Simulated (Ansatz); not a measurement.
# CdTe: 6 runs along one coordinate

System: CdTe (2 atoms in the cell).
Method: Kohn-Sham DFT of a periodic cell, rPW86-PBE, Ansatz PAW, no spin polarisation (Ansatz 0.2.0).

The 6 runs differ only in the geometry, by an even scaling of the cell at fixed fractional positions. The structure derives from an entry of the Crystallography Open Database.

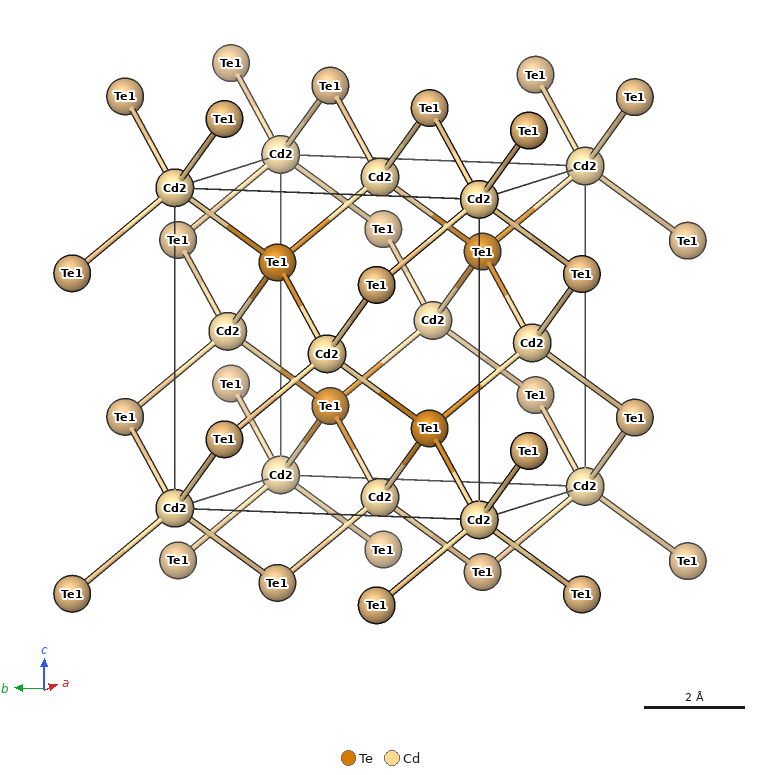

Figure 1. The structure of run 4 (ball-and-stick view of the cell 4 times as large as that of the calculation, set on its symmetry axes, seen at an oblique angle; neighbours outside the cell are drawn fainter; atoms are numbered from 1 in the order of the input).

**Input of run 4**
```yaml
crystal:
  lattice:
    - [0.0, 3.2262257841, 3.2262257841]
    - [3.2262257841, 0.0, 3.2262257841]
    - [3.2262257841, 3.2262257841, 0.0]
  atoms:
    - { symbol: Te, position: [0.75, 0.75, 0.75] }
    - { symbol: Cd, position: [0.0, 0.0, 0.0] }
hamiltonian:
  xc: { exchange: rpw86, correlation: pbe }
  pseudopotentials: { kind: paw }
kpoints:
  mp_grid: { grid: [7, 7, 7] }
scf:
  occupations: { method: fermi_dirac, width: 0.05 }
output:
  forces: true
  stress: true
  eigenvalues: true
```

Command:
```bash
ansatz run input.yaml --threads 2 --pin off --max-ram 5120MiB --backend cpu --events-out ev --progress --plain --runs-dir out
```

Run 3 differs from it as follows:
```diff
-    - [0.0, 3.2262257841, 3.2262257841]
-    - [3.2262257841, 0.0, 3.2262257841]
-    - [3.2262257841, 3.2262257841, 0.0]
+    - [0.0, 3.1834892848, 3.1834892848]
+    - [3.1834892848, 0.0, 3.1834892848]
+    - [3.1834892848, 3.1834892848, 0.0]
```

**Results, with one run withheld**

| run | volume per atom (Å³) | free energy per atom, from the lowest run given (meV) | pressure (GPa) | gap on the mesh (eV) |
| --- | --- | --- | --- | --- |
| 1 | 30.947 | 162.48 | 10.64 | 0.95 |
| 2 | 31.605 | 122.01 | 9.07 | 0.88 |
| 3 | 32.263 | ? | ? | ? |
| 4 | 33.580 | 34.87 | 5.26 | 0.68 |
| 5 | 34.239 | 15.45 | 4.22 | 0.62 |
| 6 | 34.897 | 0.00 | 3.29 | 0.56 |

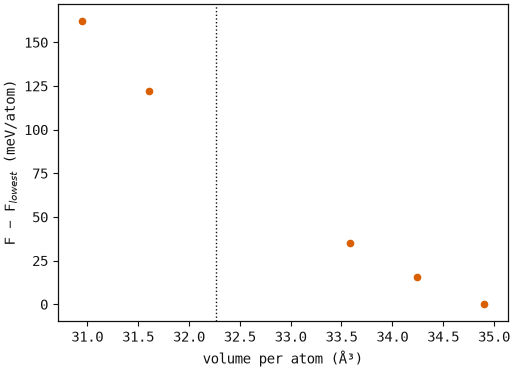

Figure 2. Free energy per atom of the runs given; the dotted line marks run 3.

Estimate the energy of run 3 from the others.

A cubic polynomial in V^(−2/3) (the Birch–Murnaghan form), fitted to the 5 runs given, misses them by at most 0.02 meV per atom. With x = V^(−2/3) − 0.09721 Å⁻², it reads F = 55.933 + 19912 x + 1.2066e+06 x² + 5.4443e+06 x³ (meV per atom). At run 3 it gives 87.66 meV per atom, and the run itself gives 87.65. The slope of the fit gives a pressure −dF/dV of 7.67 GPa there, and the run prints 7.67 GPa. The fit has no minimum inside this range. The gap on the mesh goes, without turning, from 0.95 eV in run 1 to 0.56 eV in run 6; run 3 has 0.81 eV. These are gaps of this functional on this mesh, which can miss the band edges; they aren't the measured gap.

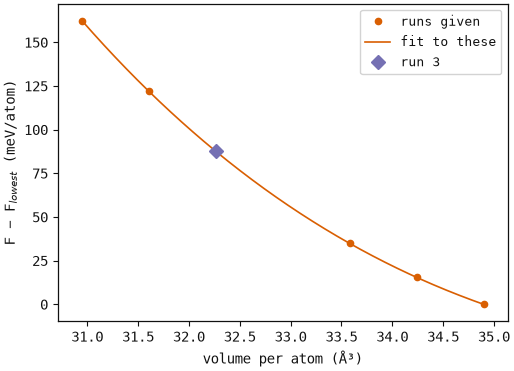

Figure 3. The fit and the withheld run.

**Output, shortened to warnings, some set-up lines, iterations and results (run 3)**
```
Basis set: ecut = 420 eV, 1243 PW (Γ), exchange–correlation on 64×64×64 points (8 copies of the dense FFT grid, shifted against one another)
Symmetry: 24 space group operations
k-points: 20 of 343 (time reversal used)
Initial density: superposition of atomic densities (neutral atoms: chi_scale 0, normalization atom), corrected by the library's trained network
[...]
SCF iter   1: F=—  HF=-15333.876621 eV  |F-HF|=—  |Δ(HF+E_count)|=         —  Δρ=3.55e-3  dr2=7.73e-3  ethr=1.77e-3  ⟨swp⟩=6.0  Hψ=2081  notcnv=0
SCF iter   2: F=—  HF=-15333.873922 eV  |F-HF|=—  |Δ(HF+E_count)|=   2.70e-3  Δρ=9.84e-4  dr2=3.75e-4  ethr=2.15e-5  ⟨swp⟩=2.9  Hψ=1049  notcnv=0
SCF iter   3: F=—  HF=-15333.873993 eV  |F-HF|=—  |Δ(HF+E_count)|=   7.13e-5  Δρ=4.53e-4  dr2=7.13e-5  ethr=1.04e-6  ⟨swp⟩=1.0  Hψ=440  notcnv=0
SCF iter   4: F=—  HF=-15333.874049 eV  |F-HF|=—  |Δ(HF+E_count)|=   5.52e-5  Δρ=7.92e-5  dr2=3.48e-6  ethr=1.98e-7  ⟨swp⟩=2.4  Hψ=767  notcnv=0
SCF iter   5: F=—  HF=-15333.874048 eV  |F-HF|=—  |Δ(HF+E_count)|=   1.08e-6  Δρ=1.80e-5  dr2=2.23e-7  ethr=9.66e-9  ⟨swp⟩=2.0  Hψ=790  notcnv=0
SCF iter   6: F=-15333.874047 eV  HF=-15333.874047 eV  |F-HF|=5.44e-10  |Δ(HF+E_count)|=   3.31e-8  Δρ=3.95e-6  dr2=6.16e-9  ethr=2.78e-10  ⟨swp⟩=6.0  Hψ=1830  notcnv=0
SCF 1 converged in 6 iterations: F = -15333.874047 eV  dr2 = 6.16e-9
SCF converged after 6 iterations
Free energy (F): -15333.874047 eV
Harris-Foulkes:  -15333.874047 eV  (|F-HF|=5.44e-10)
Internal energy: -15333.874044 eV  (E = F + TS)
E sigma→0 (E₀):  -15333.874046 eV
Entropy (-TS):   -0.000003 eV (-0.002 meV/atom)
Fermi energy:    8.779034 eV
--- Per-component energies (eV) ---
  E_band       = -765.875170
  E_kinetic    = 688.273464
  E_local      = -5290.942301  (includes V_loc(G=0)·N_el)
  E_nonlocal   = -287.950095
  E_hartree    = 2684.558772
  E_xc         = -304.963499
  E_vxc        = -327.810689  (∫ρ·V_xc dr)
  E_paw        = -8841.071252  (= ΣΔE_a)
  E_vpaw       = -916.566881  (= ΣTr[D̂ρ^β])
  E_aug_tail   = -0.000215  (compensation charges beyond the density's cutoff)
  E_ewald      = -3981.467364
  E_core_change = -0.311555  (= ΣΔE_core)
  E_smearing   = -0.000003  (= −TS)
  E_closure    = 0.000000  (closes the sum)
  Σ components = -15333.874047   (vs F -15333.874047, Δ=0.00e0)
--- Forces (eV/Å), atoms counted from 1 ---
  atom   1  Te     0.00000000    -0.00000000    -0.00000000
  atom   2  Cd    -0.00000000     0.00000000     0.00000000
  max |Σ_I F_I| component: 1.48e-16 eV/Å
--- Stress (GPa, compression-positive) ---
        7.668420      -0.000000      -0.000000
        0.000000       7.668420       0.000000
        0.000000       0.000000       7.668420
  P = ⅓ Tr σ = 7.6684 GPa (76.684 kbar)
```

Notes: Points of doubt noted for this run: forces on files of another functional.
